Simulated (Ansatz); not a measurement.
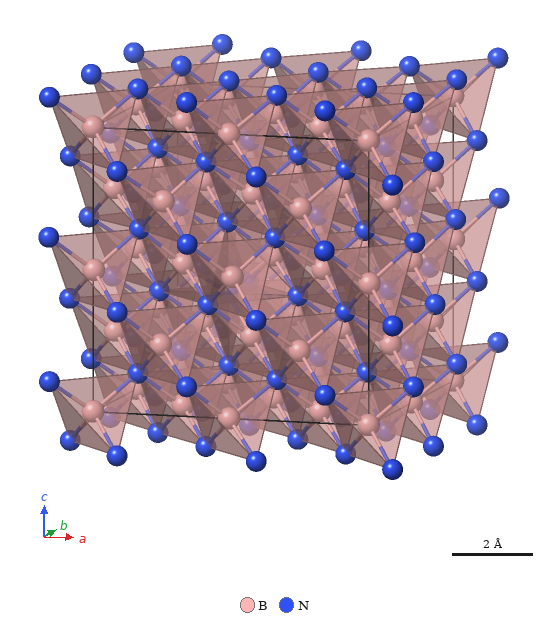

Figure 1. The starting structure (polyhedral view of the cell of the calculation, seen slightly off an axis; polyhedra are completed across the faces of the cell).

**Geometry relaxation of B32N33 (part 1 of 3)**

B32N33 (defect cell, 65 atoms in the cell), computed with DFT, PBEsol, PAW, plane waves (Ansatz 0.2.0).

### Input file
```yaml
crystal:
  lattice:
    - [7.211591, 0.000000, 0.000000]
    - [0.000000, 7.211591, 0.000000]
    - [0.000000, 0.000000, 7.211591]
  atoms:
    - { symbol: B, position: [0.999030, 0.001160, 0.002013] }
    - { symbol: B, position: [0.001672, 0.002298, 0.499092] }
    - { symbol: B, position: [0.001767, 0.502420, 0.003520] }
    - { symbol: B, position: [0.001115, 0.505733, 0.499630] }
    - { symbol: B, position: [0.493861, 0.997344, 0.001226] }
    - { symbol: B, position: [0.506184, 0.997527, 0.499076] }
    - { symbol: B, position: [0.502840, 0.498349, 0.997114] }
    - { symbol: B, position: [0.499406, 0.493128, 0.497505], spin: 0.091 }
    - { symbol: B, position: [0.248295, 0.251998, 0.997304] }
    - { symbol: B, position: [0.249866, 0.249634, 0.495633], spin: 0.091 }
    - { symbol: B, position: [0.249284, 0.750602, 0.996597] }
    - { symbol: B, position: [0.247306, 0.749749, 0.500847] }
    - { symbol: B, position: [0.746044, 0.251706, 0.000235] }
    - { symbol: B, position: [0.755250, 0.252560, 0.500230] }
    - { symbol: B, position: [0.749097, 0.749747, 0.003493] }
    - { symbol: B, position: [0.747956, 0.750909, 0.499618] }
    - { symbol: B, position: [0.244920, 0.000581, 0.248206] }
    - { symbol: B, position: [0.254216, 0.002640, 0.752585] }
    - { symbol: B, position: [0.245058, 0.497885, 0.254730], spin: 0.091 }
    - { symbol: B, position: [0.247952, 0.502206, 0.748708] }
    - { symbol: B, position: [0.748967, 0.998892, 0.250602] }
    - { symbol: B, position: [0.751390, 0.004088, 0.751140] }
    - { symbol: B, position: [0.751896, 0.501022, 0.253002] }
    - { symbol: B, position: [0.751326, 0.496990, 0.749559] }
    - { symbol: B, position: [0.003450, 0.247121, 0.247661] }
    - { symbol: B, position: [0.999644, 0.248916, 0.748521] }
    - { symbol: B, position: [0.000214, 0.755425, 0.249958] }
    - { symbol: B, position: [0.002628, 0.750882, 0.743665] }
    - { symbol: B, position: [0.497679, 0.248763, 0.252317], spin: 0.091 }
    - { symbol: B, position: [0.503449, 0.248547, 0.753653] }
    - { symbol: B, position: [0.498407, 0.750752, 0.248440] }
    - { symbol: B, position: [0.503385, 0.752585, 0.749032] }
    - { symbol: N, position: [0.124851, 0.121908, 0.122218] }
    - { symbol: N, position: [0.128236, 0.126647, 0.628751] }
    - { symbol: N, position: [0.128181, 0.624684, 0.124023] }
    - { symbol: N, position: [0.123588, 0.626682, 0.631915] }
    - { symbol: N, position: [0.625733, 0.131141, 0.122183] }
    - { symbol: N, position: [0.623176, 0.119458, 0.622839] }
    - { symbol: N, position: [0.625485, 0.624129, 0.125793] }
    - { symbol: N, position: [0.623137, 0.625453, 0.623031] }
    - { symbol: N, position: [0.377224, 0.377161, 0.122262], spin: 0.091 }
    - { symbol: N, position: [0.373187, 0.372629, 0.626827], spin: 0.091 }
    - { symbol: N, position: [0.376689, 0.877303, 0.125091] }
    - { symbol: N, position: [0.380755, 0.870806, 0.627278] }
    - { symbol: N, position: [0.877934, 0.375130, 0.122417] }
    - { symbol: N, position: [0.871020, 0.372382, 0.620850] }
    - { symbol: N, position: [0.878470, 0.878298, 0.119403] }
    - { symbol: N, position: [0.876486, 0.877020, 0.627074] }
    - { symbol: N, position: [0.378055, 0.125123, 0.374901], spin: 0.091 }
    - { symbol: N, position: [0.372249, 0.120809, 0.876997] }
    - { symbol: N, position: [0.372675, 0.626491, 0.376799], spin: 0.091 }
    - { symbol: N, position: [0.376374, 0.623532, 0.872647] }
    - { symbol: N, position: [0.875936, 0.125060, 0.373778] }
    - { symbol: N, position: [0.878858, 0.123577, 0.874267] }
    - { symbol: N, position: [0.878592, 0.624906, 0.373446] }
    - { symbol: N, position: [0.870523, 0.627726, 0.875726] }
    - { symbol: N, position: [0.126008, 0.374196, 0.372720], spin: 0.091 }
    - { symbol: N, position: [0.120970, 0.371759, 0.874877] }
    - { symbol: N, position: [0.126523, 0.870928, 0.376248] }
    - { symbol: N, position: [0.125889, 0.871964, 0.871188] }
    - { symbol: N, position: [0.627546, 0.376554, 0.378851], spin: 0.091 }
    - { symbol: N, position: [0.626516, 0.379452, 0.873954] }
    - { symbol: N, position: [0.628825, 0.877092, 0.370961] }
    - { symbol: N, position: [0.628891, 0.878446, 0.874930] }
    - { symbol: N, position: [0.375121, 0.374447, 0.376487], spin: 0.091 }
  symmetry: { detect: false }
kpoints:
  mp_grid: { grid: [1, 1, 1], shift: [0.25, 0.25, 0.25] }
hamiltonian:
  xc: pbesol
magnetization:
  spin_polarized: true
scf:
  occupations: { method: fermi_dirac, width: 0.01 }
relax:
  f_tol: 0.03
  max_steps: 80
  escape_saddle: false
  adjacent_minimum: "off"
output:
  forces: true
  eigenvalues: true
  populations: true
```

Run on 8 threads of Intel Xeon @ 2.50GHz, 16 GiB of memory available, shared host.

Launched with:
```bash
ansatz run in.yaml --threads 8 --pin off --max-ram 15200MiB --runs-dir r --events-out ev --progress --plain
```

### What the program printed
```
Pseudopotentials: kind: paw
Functional definition: PBEsol
  exchange = pbesol_x
  correlation = pbesol_c
Crystal: 65 atoms, lattice volume = 375.054 Å³
Basis set: ecut = 420 eV, 7249 PW (Γ), exchange–correlation on 100×100×100 points (8 copies of the dense FFT grid, shifted against one another)
Bands: 197, of which v1, the nominal top of the filled ones, is band 131 counted from 1 (130 counted from 0)
Symmetry: 1 space group operations
k-points: 1
Non-local potential: B, projectors of the file, l = 0: 2, l = 1: 2, l = 2: 1
Non-local potential: N, projectors of the file, l = 0: 2, l = 1: 2, l = 2: 1
PAW form: soft (Blöchl's): semilocal exchange-correlation on the pseudo side does not see the compensation charge
PAW frozen core: B, regenerated for the run's functional, and the local potential with it (the file was generated under x = pbe(κ = 0.804, μ = 0.2195149727645171), c = pbe(β = 0.06672455060314922))
PAW frozen core: N, regenerated for the run's functional, and the local potential with it (the file was generated under x = pbe(κ = 0.804, μ = 0.2195149727645171), c = pbe(β = 0.06672455060314922))
PAW one-centre angular grid: B, 110 points (default); XC on 64 Gauss nodes
PAW one-centre angular grid: N, 110 points (default); XC on 64 Gauss nodes
Initial density: superposition of atomic densities (chi_scale 0.1, normalization cell, long waves kept (reshape's long-wave potential 0.15 eV rms))
Starting moments: Σ|m| = 1.001 μB on 11 of 65 sites
Initial wavefunctions: pseudopotential atomic-orbital guess
Functional: x = pbesol(κ = 0.804, μ = 0.12345679012345678), c = pbesol(β = 0.046)
SCF iter   1: F=—  HF=-17462.257936 eV  |F-HF|=—  |Δ(HF+E_count)|=         —  Δρ=7.31e-2 (↑7.31e-2 ↓7.18e-2)  dr2=6.09e1  dr2_m=2.86e-1  M=0.999 μB ∫|m|=1.017 μB  β_m=0.30  ethr=3.10e-3  ⟨swp⟩=6.0  Hψ=1588  notcnv=0  defer=103
preconditioner: auto → Resta (q_TF=auto, 2.568 Å⁻¹)  ε∞=3.9  [insulator: Δε(μ)=0.115 eV  Ē_g=18.118 eV  σ=0.010 eV  W_gap=0.99  n_scr=92 (ndim 8)  ℏωp=31.0 eV  f_vac=0.000  D(μ)=0.72/eV (n_scr^D=0)  ε∞_Penn≈3.9]
spin=Collinear: Resta preconditioning applied to the charge; magnetization (m = ρ↑ − ρ↓) channel mixes plain (no charge-response kernel on spin).
SCF iter   2: F=—  HF=-17449.003367 eV  |F-HF|=—  |Δ(HF+E_count)|=    1.33e1  Δρ=4.62e-2 (↑4.62e-2 ↓4.54e-2)  dr2=2.28e1  dr2_m=1.47e-1  M=1.000 μB ∫|m|=1.022 μB  β_m=0.30  ethr=3.10e-3  ⟨swp⟩=2.0  Hψ=688  notcnv=0  defer=118
SCF iter   3: F=—  HF=-17442.052396 eV  |F-HF|=—  |Δ(HF+E_count)|=    6.95e0  Δρ=2.73e-2 (↑2.73e-2 ↓2.64e-2)  dr2=3.56e0  dr2_m=1.00e0  M=2.916 μB ∫|m|=2.918 μB  β_m=1.00  ethr=3.10e-3  ⟨swp⟩=2.0  Hψ=552  notcnv=0  defer=118
SCF iter   4: F=—  HF=-17441.519705 eV  |F-HF|=—  |Δ(HF+E_count)|=   5.33e-1  Δρ=8.00e-3 (↑8.00e-3 ↓7.98e-3)  dr2=3.91e-1  dr2_m=4.92e-2  M=3.000 μB ∫|m|=3.025 μB  β_m=0.30  ethr=1.36e-3  ⟨swp⟩=2.5  Hψ=732  notcnv=0  defer=118
SCF iter   5: F=—  HF=-17441.544965 eV  |F-HF|=—  |Δ(HF+E_count)|=   2.53e-2  Δρ=4.02e-3 (↑3.78e-3 ↓4.02e-3)  dr2=3.32e-2  dr2_m=3.16e-2  M=3.000 μB ∫|m|=3.030 μB  β_m=0.30  ethr=1.50e-4  ⟨swp⟩=3.0  Hψ=553  notcnv=0  defer=118
Mixer restart at iter 5: flushing history
spin-set hold released at iteration 5 (site moments contracting): the magnetisation degrees of freedom join the quasi-Newton model from the next iteration; the mixer history was flushed
SCF iter   6: F=—  HF=-17441.592673 eV  |F-HF|=—  |Δ(HF+E_count)|=   4.77e-2  Δρ=2.95e-3 (↑2.90e-3 ↓2.95e-3)  dr2=1.55e-2  dr2_m=1.91e-2  M=3.000 μB ∫|m|=3.034 μB  β_m=0.65  ethr=1.27e-5  ⟨swp⟩=2.5  Hψ=485  notcnv=0  defer=118
SCF iter   7: F=—  HF=-17441.649870 eV  |F-HF|=—  |Δ(HF+E_count)|=   5.72e-2  Δρ=4.75e-4 (↑3.52e-4 ↓4.75e-4)  dr2=9.10e-4  dr2_m=3.58e-4  M=3.000 μB ∫|m|=3.047 μB  β_m=0.64  ethr=5.95e-6  ⟨swp⟩=3.5  Hψ=717  notcnv=0  defer=118
SCF iter   8: F=—  HF=-17441.650013 eV  |F-HF|=—  |Δ(HF+E_count)|=   1.42e-4  Δρ=1.56e-4 (↑1.56e-4 ↓1.22e-4)  dr2=5.63e-5  dr2_m=4.44e-5  M=3.000 μB ∫|m|=3.049 μB  β_m=0.81  ethr=3.49e-7  ⟨swp⟩=2.5  Hψ=540  notcnv=0  defer=118
SCF iter   9: F=-17441.650070 eV  HF=-17441.650074 eV  |F-HF|=3.81e-6  |Δ(HF+E_count)|=   6.12e-5  Δρ=2.62e-5 (↑2.25e-5 ↓2.62e-5)  dr2=6.69e-6  dr2_m=5.32e-7  M=3.000 μB ∫|m|=3.050 μB  ethr=8.62e-9  ⟨swp⟩=17.0  Hψ=2546  notcnv=0
SCF 1 converged in 9 iterations: F = -17441.650070 eV  dr2 = 6.69e-6
  greatest PAW one-centre occupation: 0.902 electrons in one spin orbital (limit 2), on the N atom at site 64 (counted from 0), in its partial waves of l = 0
relax step   1: F+E_penalty+E_count = -17441.65006995 eV  Δ(F+E_penalty+E_count) = +0.000e0 eV  max|allowed force component| = 7.297e0 eV/Å  Δτ_max = 0.0000 Å  (9 SCF iters, dr2 threshold 2.25e-5 eV, accepted)
Initial density: handed on by an earlier stage of this run
Starting moments: Σ|m| = 1.001 μB on 11 of 65 sites; this step starts from the density that it was given
Initial wavefunctions: those handed on with the density
iter 1 solved again at ethr=1.75e-4 eV; its pass at ethr=3.10e-3 eV (dr2=4.58e-1 eV) is discarded
SCF iter   1: F=—  HF=-17445.061747 eV  |F-HF|=—  |Δ(HF+E_count)|=         —  Δρ=7.00e-3 (↑7.00e-3 ↓6.43e-3)  dr2=4.60e-1  dr2_m=2.19e-2  M=3.000 μB ∫|m|=3.060 μB  β_m=0.30  ethr=1.75e-4  ⟨swp⟩=2.0  Hψ=1350  notcnv=0  defer=118
preconditioner: auto → Resta (q_TF=auto, 2.568 Å⁻¹)  ε∞=4.1  [insulator: Δε(μ)=0.840 eV  Ē_g=17.642 eV  σ=0.010 eV  W_gap=1.00  n_scr=92 (ndim 8)  ℏωp=31.0 eV  f_vac=0.000  D(μ)=0.00/eV (n_scr^D=0)  ε∞_Penn≈4.1]
spin=Collinear: Resta preconditioning applied to the charge; magnetization (m = ρ↑ − ρ↓) channel mixes plain (no charge-response kernel on spin).
SCF iter   2: F=—  HF=-17444.991632 eV  |F-HF|=—  |Δ(HF+E_count)|=   7.01e-2  Δρ=4.76e-3 (↑4.76e-3 ↓4.40e-3)  dr2=1.81e-1  dr2_m=1.20e-2  M=3.000 μB ∫|m|=3.064 μB  β_m=0.57  ethr=1.75e-4  ⟨swp⟩=2.0  Hψ=297  notcnv=0  defer=118
SCF iter   3: F=—  HF=-17444.948855 eV  |F-HF|=—  |Δ(HF+E_count)|=   4.28e-2  Δρ=9.68e-4 (↑9.68e-4 ↓7.89e-4)  dr2=4.12e-3  dr2_m=7.03e-4  M=3.000 μB ∫|m|=3.074 μB  β_m=0.63  ethr=6.92e-5  ⟨swp⟩=3.0  Hψ=491  notcnv=0  defer=118
SCF iter   4: F=—  HF=-17444.947566 eV  |F-HF|=—  |Δ(HF+E_count)|=   1.29e-3  Δρ=2.27e-4 (↑2.08e-4 ↓2.27e-4)  dr2=3.66e-4  dr2_m=5.31e-5  M=3.000 μB ∫|m|=3.078 μB  β_m=0.74  ethr=1.58e-6  ⟨swp⟩=2.0  Hψ=543  notcnv=0  defer=118
SCF iter   5: F=-17444.947563 eV  HF=-17444.947569 eV  |F-HF|=5.60e-6  |Δ(HF+E_count)|=   2.70e-6  Δρ=4.65e-5 (↑4.65e-5 ↓3.19e-5)  dr2=1.45e-5  dr2_m=1.53e-6  M=3.000 μB ∫|m|=3.080 μB  ethr=3.83e-8  ⟨swp⟩=14.0  Hψ=2475  notcnv=0
SCF 2 converged in 5 iterations: F = -17444.947563 eV  dr2 = 1.45e-5
  greatest PAW one-centre occupation: 0.890 electrons in one spin orbital (limit 2), on the N atom at site 64 (counted from 0), in its partial waves of l = 0
relax step   2: F+E_penalty+E_count = -17444.94756341 eV  Δ(F+E_penalty+E_count) = -3.297e0 eV  max|allowed force component| = 3.514e0 eV/Å  Δτ_max = 0.0941 Å  (5 SCF iters, dr2 threshold 1.00e-4 eV, accepted)
SCF iter   1: F=—  HF=-17446.086998 eV  |F-HF|=—  |Δ(HF+E_count)|=         —  Δρ=6.72e-3 (↑6.72e-3 ↓6.02e-3)  dr2=5.34e-1  dr2_m=1.92e-2  M=3.000 μB ∫|m|=3.096 μB  β_m=0.30  ethr=1.11e-3  ⟨swp⟩=4.0  Hψ=822  notcnv=0  defer=118
preconditioner: auto → Resta (q_TF=auto, 2.568 Å⁻¹)  ε∞=4.1  [insulator: Δε(μ)=0.896 eV  Ē_g=17.611 eV  σ=0.010 eV  W_gap=1.00  n_scr=92 (ndim 8)  ℏωp=31.0 eV  f_vac=0.000  D(μ)=0.00/eV (n_scr^D=0)  ε∞_Penn≈4.1]
spin=Collinear: Resta preconditioning applied to the charge; magnetization (m = ρ↑ − ρ↓) channel mixes plain (no charge-response kernel on spin).
relax step   3: F+E_penalty+E_count = -17445.93805658 eV  Δ(F+E_penalty+E_count) = -9.905e-1 eV  max|allowed force component| = 1.860e-1 eV/Å  Δτ_max = 0.0848 Å  (5 SCF iters, dr2 threshold 1.00e-4 eV, accepted)
preconditioner: auto → Resta (q_TF=auto, 2.568 Å⁻¹)  ε∞=4.1  [insulator: Δε(μ)=0.902 eV  Ē_g=17.587 eV  σ=0.010 eV  W_gap=1.00  n_scr=92 (ndim 8)  ℏωp=31.0 eV  f_vac=0.000  D(μ)=0.00/eV (n_scr^D=0)  ε∞_Penn≈4.1]
spin=Collinear: Resta preconditioning applied to the charge; magnetization (m = ρ↑ − ρ↓) channel mixes plain (no charge-response kernel on spin).
relax step   4: F+E_penalty+E_count = -17445.94157070 eV  Δ(F+E_penalty+E_count) = -3.514e-3 eV  max|allowed force component| = 9.050e-2 eV/Å  Δτ_max = 0.0133 Å  (5 SCF iters, dr2 threshold 2.16e-6 eV, accepted)
preconditioner: auto → Resta (q_TF=auto, 2.568 Å⁻¹)  ε∞=4.1  [insulator: Δε(μ)=0.909 eV  Ē_g=17.587 eV  σ=0.010 eV  W_gap=1.00  n_scr=92 (ndim 8)  ℏωp=31.0 eV  f_vac=0.000  D(μ)=0.00/eV (n_scr^D=0)  ε∞_Penn≈4.1]
spin=Collinear: Resta preconditioning applied to the charge; magnetization (m = ρ↑ − ρ↓) channel mixes plain (no charge-response kernel on spin).
relax step   5: F+E_penalty+E_count = -17445.94337959 eV  Δ(F+E_penalty+E_count) = -1.809e-3 eV  max|allowed force component| = 6.444e-2 eV/Å  Δτ_max = 0.0039 Å  (5 SCF iters, accepted)
preconditioner: auto → Resta (q_TF=auto, 2.568 Å⁻¹)  ε∞=4.1  [insulator: Δε(μ)=0.929 eV  Ē_g=17.586 eV  σ=0.010 eV  W_gap=1.00  n_scr=92 (ndim 8)  ℏωp=31.0 eV  f_vac=0.000  D(μ)=0.00/eV (n_scr^D=0)  ε∞_Penn≈4.1]
spin=Collinear: Resta preconditioning applied to the charge; magnetization (m = ρ↑ − ρ↓) channel mixes plain (no charge-response kernel on spin).
```
